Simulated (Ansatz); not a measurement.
**Single-point calculation of C$_{8}$H**

System: C$_{8}$H (slab, 9 atoms in the cell).
Method: DFT, PBE, dispersion d4, plane waves, PAW, no spin polarisation (Ansatz 0.2.0).

The structure derives from a Materials Project entry.

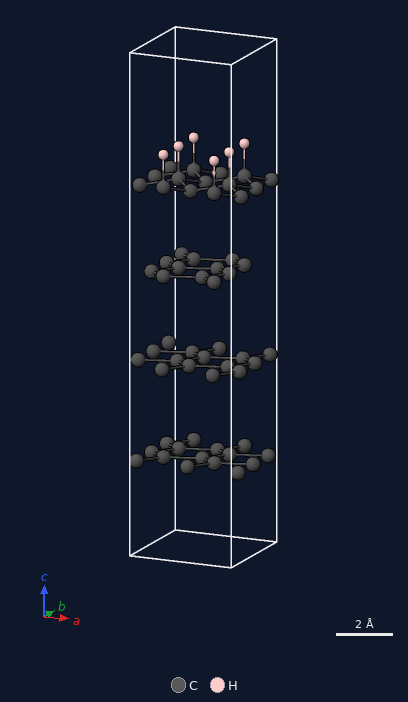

**Figure 1.** The structure (ball-and-stick view of the 2 × 3 repeat of the cell, with the vacuum cut short, seen slightly off an axis). An atom can appear more than once, as a periodic image. Near neighbours in the periodic cell (some may lie outside the picture): C has 3 C at 1.42 to 1.45 Å; C has 3 C at 1.45 Å and 1 H at 1.17 Å; H has 1 C at 1.17 Å.

Input file:
```yaml
crystal:
  lattice:
    - [2.4655379958, 0.0, 0.0]
    - [-1.2327689979, 2.1341461202, 0.0]
    - [0.0, 0.0, 29.1985170553]
  atoms:
    - { symbol: C, position: [0.0833101794, 0.1666203587, 0.2911106747] }
    - { symbol: C, position: [0.4166898206, 0.8333796413, 0.2911106747] }
    - { symbol: C, position: [0.5833101794, 0.1666203587, 0.4075389574] }
    - { symbol: C, position: [0.9166898206, 0.8333796413, 0.4075389574] }
    - { symbol: C, position: [0.2678890142, 0.5357780284, 0.522452344] }
    - { symbol: C, position: [0.6012128803, 1.2024257606, 0.5223533664] }
    - { symbol: C, position: [0.6014589121, 0.2029178241, 0.6321461171] }
    - { symbol: C, position: [0.9348860747, 0.8697721494, 0.6230015058] }
    - { symbol: H, position: [0.601494237, 0.202988474, 0.6723643867] }
basis:
  ecutwfc: 420
kpoints:
  mp_grid: { grid: [12, 12, 1] }
hamiltonian:
  xc: pbe
  dispersion: d4
scf:
  occupations: { method: gaussian, width: 0.1 }
output:
  forces: true
  eigenvalues: true
efield:
  axis: 3
  dipole_correction: true
  ramp_width: 0.04
```

Run on 2 threads of Intel Xeon @ 2.50GHz (Skylake/Cascade Lake), 189 GiB of memory available, shared host.

Launched with:
```bash
ansatz run input.yaml --threads 2 --pin off --max-ram 5120MiB --backend cpu --events-out ev --progress --plain --runs-dir out
```

The program's output:
```
Engine: ansatz 0.2.0, x86_64-unknown-linux-gnu
Pseudopotentials: kind: paw
Pseudopotential: C, paw, valence charge 4, recommended cutoff 420 eV (normal), C.paw.azcp
Pseudopotential: H, paw, valence charge 1, recommended cutoff 420 eV (normal), H.paw.azcp
Functional definition: PBE
  parameter kappa = 0.804
  parameter beta = 0.06672455060314922
  exchange = pbe_x(kappa = kappa, mu = beta*pi^2/3)
  correlation = pbe_c(beta = beta)
Crystal: 9 atoms, lattice volume = 153.637 Å³
Basis set: ecut = 420 eV, 2887 PW (Γ), exchange–correlation on 36×36×400 points (8 copies of the dense FFT grid, shifted against one another)
Bands: 26, of which v1, the nominal top of the filled ones, is band 17 counted from 1 (16 counted from 0)
Symmetry: 2 space group operations
Space group: Cm (ITA 8), of the structure as read, at distance tolerance 5.4e-5 Å
k-points: 43 of 144 (time reversal used)
Non-local potential: C, projectors of the file, l = 0: 2, l = 1: 2, l = 2: 1
Non-local potential: H, projectors of the file, l = 0: 2, l = 1: 1
PAW form: soft (Blöchl's): semilocal exchange-correlation on the pseudo side does not see the compensation charge
PAW one-centre angular grid: C, 110 points (default); XC on 64 Gauss nodes
PAW one-centre angular grid: H, 110 points (default); XC on 64 Gauss nodes
Initial density: superposition of atomic densities (neutral atoms: chi_scale 0, normalization atom), corrected by the library's trained network
Initial wavefunctions: pseudopotential atomic-orbital guess
Functional: x = pbe(κ = 0.804, μ = 0.2195149727645171), c = pbe(β = 0.06672455060314922)
SCF iter   1: F=—  HF=-2022.763841 eV  |F-HF|=—  |Δ(HF+E_count)|=         —  Δρ=7.40e-3  dr2=2.49e-1  ethr=1.77e-3  p=0.006 e·Å  D=6.92e-3 V/Å  ΔV_dip=-0.20 eV  dr2_dipole=4.30e-3  V_vac-E_F(+/−)=4.53/4.73 eV  ⟨swp⟩=7.7  Hψ=6480  notcnv=0  defer=17
efield: sawtooth ramp at fractional position 0.9617 (placed from the atoms, in the widest stretch of the axis that holds none; the zero of the levels goes with the place), width 0.0400; the density the first Hamiltonian is built on has a dipole p = 0.006 e·Å; the dipole correction subtracts the counter field D = 6.92e-3 V/Å, which shifts the + side's vacuum level by -0.20 eV against the − side's; the planar-averaged density in the ramp window peaks in size at 2.1e-5 e/Å³
preconditioner: auto → LDOS  [metal: Δε(μ)=0.014 eV  Ē_g=15.388 eV  σ=0.100 eV  W_gap=0.08  n_scr=18 (ndim 8)  ℏωp=17.2 eV  f_vac=0.516  D(μ)=1.34/eV (n_scr^D=10)  β→1.0]
SCF iter   2: F=—  HF=-2022.741340 eV  |F-HF|=—  |Δ(HF+E_count)|=   2.25e-2  Δρ=3.66e-3  dr2=4.36e-2  ethr=7.54e-4  p=-0.008 e·Å  D=-9.08e-3 V/Å  ΔV_dip=0.27 eV  dr2_dipole=1.82e-2  V_vac-E_F(+/−)=4.38/4.11 eV  ⟨swp⟩=2.4  Hψ=2112  notcnv=0  defer=152
SCF iter   3: F=—  HF=-2022.737640 eV  |F-HF|=—  |Δ(HF+E_count)|=   3.70e-3  Δρ=2.02e-3  dr2=2.46e-2  ethr=1.32e-4  p=0.004 e·Å  D=4.84e-3 V/Å  ΔV_dip=-0.14 eV  dr2_dipole=2.26e-5  V_vac-E_F(+/−)=4.23/4.38 eV  ⟨swp⟩=2.2  Hψ=1642  notcnv=0  defer=152
SCF iter   4: F=—  HF=-2022.738672 eV  |F-HF|=—  |Δ(HF+E_count)|=   1.03e-3  Δρ=2.06e-3  dr2=2.11e-2  ethr=7.46e-5  p=0.003 e·Å  D=3.99e-3 V/Å  ΔV_dip=-0.12 eV  dr2_dipole=4.82e-4  V_vac-E_F(+/−)=4.09/4.21 eV  ⟨swp⟩=2.0  Hψ=1618  notcnv=0  defer=152
SCF iter   5: F=—  HF=-2022.734391 eV  |F-HF|=—  |Δ(HF+E_count)|=   4.28e-3  Δρ=5.72e-4  dr2=2.69e-3  ethr=6.39e-5  p=0.006 e·Å  D=7.55e-3 V/Å  ΔV_dip=-0.22 eV  dr2_dipole=1.61e-3  V_vac-E_F(+/−)=4.02/4.24 eV  ⟨swp⟩=1.4  Hψ=1529  notcnv=0  defer=142
SCF iter   6: F=—  HF=-2022.734149 eV  |F-HF|=—  |Δ(HF+E_count)|=   2.42e-4  Δρ=2.44e-4  dr2=7.18e-4  ethr=8.16e-6  p=0.008 e·Å  D=9.48e-3 V/Å  ΔV_dip=-0.28 eV  dr2_dipole=4.63e-4  V_vac-E_F(+/−)=3.99/4.27 eV  ⟨swp⟩=2.3  Hψ=1218  notcnv=0  defer=142
SCF iter   7: F=—  HF=-2022.734156 eV  |F-HF|=—  |Δ(HF+E_count)|=   6.40e-6  Δρ=2.44e-4  dr2=1.10e-4  ethr=2.18e-6  p=0.009 e·Å  D=1.05e-2 V/Å  ΔV_dip=-0.31 eV  dr2_dipole=1.67e-5  V_vac-E_F(+/−)=3.97/4.28 eV  ⟨swp⟩=2.5  Hψ=1562  notcnv=0  defer=142
SCF iter   8: F=—  HF=-2022.734133 eV  |F-HF|=—  |Δ(HF+E_count)|=   2.27e-5  Δρ=4.81e-5  dr2=3.92e-6  ethr=3.32e-7  p=0.009 e·Å  D=1.09e-2 V/Å  ΔV_dip=-0.32 eV  dr2_dipole=5.57e-8  V_vac-E_F(+/−)=3.97/4.28 eV  ⟨swp⟩=2.1  Hψ=1434  notcnv=0  defer=142
SCF iter   9: F=—  HF=-2022.734067 eV  |F-HF|=—  |Δ(HF+E_count)|=   6.61e-5  Δρ=1.63e-5  dr2=6.85e-7  ethr=1.19e-8  p=0.009 e·Å  D=1.09e-2 V/Å  ΔV_dip=-0.32 eV  dr2_dipole=1.57e-7  V_vac-E_F(+/−)=3.97/4.29 eV  ⟨swp⟩=2.0  Hψ=1672  notcnv=0  defer=142
SCF iter  10: F=—  HF=-2022.734067 eV  |F-HF|=—  |Δ(HF+E_count)|=   1.36e-7  Δρ=7.99e-6  dr2=1.98e-7  ethr=2.07e-9  p=0.009 e·Å  D=1.09e-2 V/Å  ΔV_dip=-0.32 eV  dr2_dipole=7.72e-8  V_vac-E_F(+/−)=3.97/4.28 eV  ⟨swp⟩=2.3  Hψ=1517  notcnv=0  defer=142
SCF iter  11: F=-2022.734067 eV  HF=-2022.734067 eV  |F-HF|=2.54e-8  |Δ(HF+E_count)|=   7.41e-8  Δρ=2.54e-6  dr2=1.45e-8  ethr=3.03e-10  p=0.009 e·Å  D=1.09e-2 V/Å  ΔV_dip=-0.32 eV  dr2_dipole=2.88e-9  V_vac-E_F(+/−)=3.97/4.28 eV  ⟨swp⟩=15.7  Hψ=6145  notcnv=0
SCF 1 converged in 11 iterations: F = -2022.734067 eV  dr2 = 1.45e-8
  greatest PAW one-centre occupation: 0.673 electrons in one spin orbital (limit 2), on the C atom at site 5 (counted from 0), in its partial waves of l = 0
```

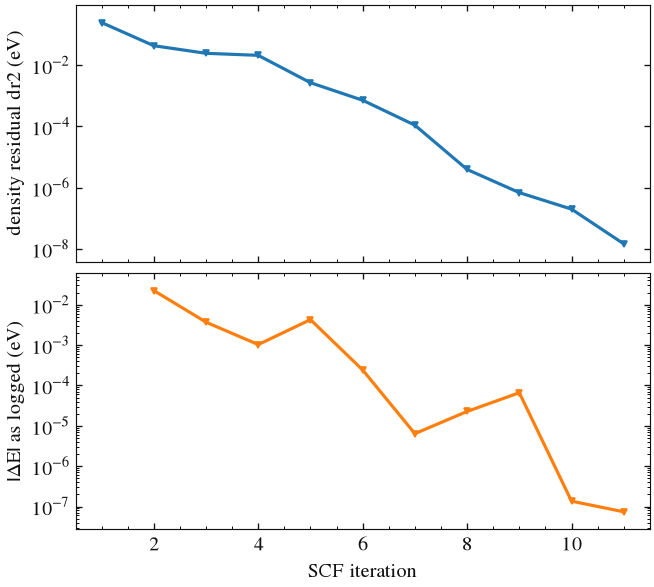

**Figure 2.** Convergence of the self-consistent field: density residual dr2 and size of the energy change against the SCF iteration. The residual falls at every step.

```
SCF converged after 11 iterations
Free energy (F): -2022.734067 eV
Harris-Foulkes:  -2022.734067 eV  (|F-HF|=2.54e-8)
Internal energy: -2022.729864 eV  (E = F + TS)
E sigma→0 (E₀):  -2022.731965 eV
Entropy (-TS):   -0.004203 eV (-0.467 meV/atom)
Fermi energy:    1.171091 eV
Dipole field:    D = 0.010810 V/Å  (p = 0.009179 e·Å, saw-weighted, corrected)
Work function:   Φ+ = 3.9679 eV   Φ− = 4.2835 eV
Levels:          The Fermi level and band energies are counted from a zero that moves with the ramp; work functions are not
--- Per-component energies (eV) ---
  E_band       = -261.868388
  E_kinetic    = 744.297226
  E_local      = -28872.691222  (includes V_loc(G=0)·N_el)
  E_nonlocal   = 220.108951
  E_hartree    = 14094.753850
  E_xc         = -393.711016
  E_vxc        = -488.095095  (∫ρ·V_xc dr)
  E_paw        = -795.322837  (= ΣΔE_a)
  E_vpaw       = -55.134523  (= ΣTr[D̂ρ^β])
  E_aug_tail   = -0.001130  (compensation charges beyond the density's cutoff)
  E_efield     = 0.000050  (sawtooth field / dipole correction)
  E_vefield    = 0.137709  (∫n·V_field dr)
  E_ewald      = 12981.168225
  E_disp       = -1.331961  (pairwise vdW)
  E_smearing   = -0.004203  (= −TS)
  E_closure    = 0.000000  (closes the sum)
  Σ components = -2022.734067   (vs F -2022.734067, Δ=0.00e0)
--- Forces (eV/Å), atoms counted from 1 ---
  atom   1  C      0.00000000    -0.00496048     0.01137117
  atom   2  C      0.00000000     0.00231726     0.00708836
  atom   3  C      0.00000000     0.00908861     0.01403411
  atom   4  C      0.00000000    -0.00622418    -0.01837809
  atom   5  C      0.00000000    -0.00885899     0.00401138
  atom   6  C      0.00000000     0.00886386    -0.00158859
  atom   7  C      0.00000000     0.01336874    -0.01106006
  atom   8  C      0.00000000    -0.01310428    -0.00278395
  atom   9  H      0.00000000    -0.00049078    -0.00265419
  max |Σ_I F_I| component: 4.01e-5 eV/Å
--- Band table (eV; the first three rows and the last of 43) ---
  k-point 0: bands = ["-19.0818", "-18.4047", "-18.3007", "-18.1873", "-9.2781", "-7.0165", "-6.3712", "-5.6820", "-1.8526", "-1.8440", "-1.8099", "-1.8040", "-1.7766", "-1.7749", "-1.7071", "-1.6936", "0.3782", "4.4975", "4.7554", "5.5081", "6.0256", "6.7759", "7.0819", "8.4542", "8.8631", "8.9638"]
  k-point 1: bands = ["-18.9134", "-18.2397", "-18.1366", "-18.0242", "-9.1046", "-6.8177", "-6.1773", "-5.4922", "-2.4967", "-2.4588", "-2.4467", "-2.4114", "-2.1926", "-2.1504", "-2.1183", "-2.0496", "0.5695", "4.6790", "4.9771", "5.7157", "6.2313", "6.9556", "7.2740", "8.5366", "9.0291", "9.1063"]
  k-point 2: bands = ["-18.4102", "-17.7463", "-17.6461", "-17.5365", "-8.5983", "-6.2267", "-5.6024", "-4.9320", "-4.2105", "-4.1397", "-4.0975", "-4.0524", "-2.9888", "-2.9475", "-2.9176", "-2.8485", "1.0326", "5.1415", "5.6409", "6.3118", "6.8438", "7.4278", "7.8562", "8.7093", "9.3055", "9.4545"]
  k-point 42: bands = ["-14.7099", "-14.0982", "-14.0202", "-13.9313", "-9.8322", "-9.3638", "-9.2938", "-9.2644", "-7.8363", "-7.7864", "-7.7273", "-7.6925", "-5.2253", "-2.0007", "-1.5425", "-1.0371", "1.2405", "3.7253", "4.0224", "4.3234", "7.3303", "10.3349", "10.5998", "11.0621", "11.4030", "11.8141"]
```

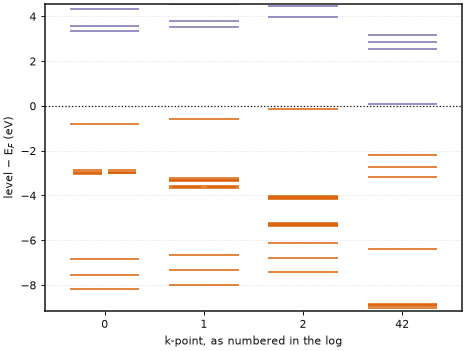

**Figure 3.** Kohn–Sham levels near the Fermi level (dotted) at the few k-points that the log prints; levels within 0.02 eV of each other stand side by side. The system is metallic on the full mesh.

Results in brief:

```csv
quantity,value
outcome,converged
electrons treated,33
free energy,−2022.7341 eV
Fermi energy,1.171 eV
gap on the k-point mesh,none (metallic)
largest force (length of the vector),0.019 eV/Å
wall time,14 s (CPU time 28 s)
peak memory,0.45 GiB
```

Notes:

Settings chosen away from the usual ones: hamiltonian.dispersion set to d4 (from d3bj).
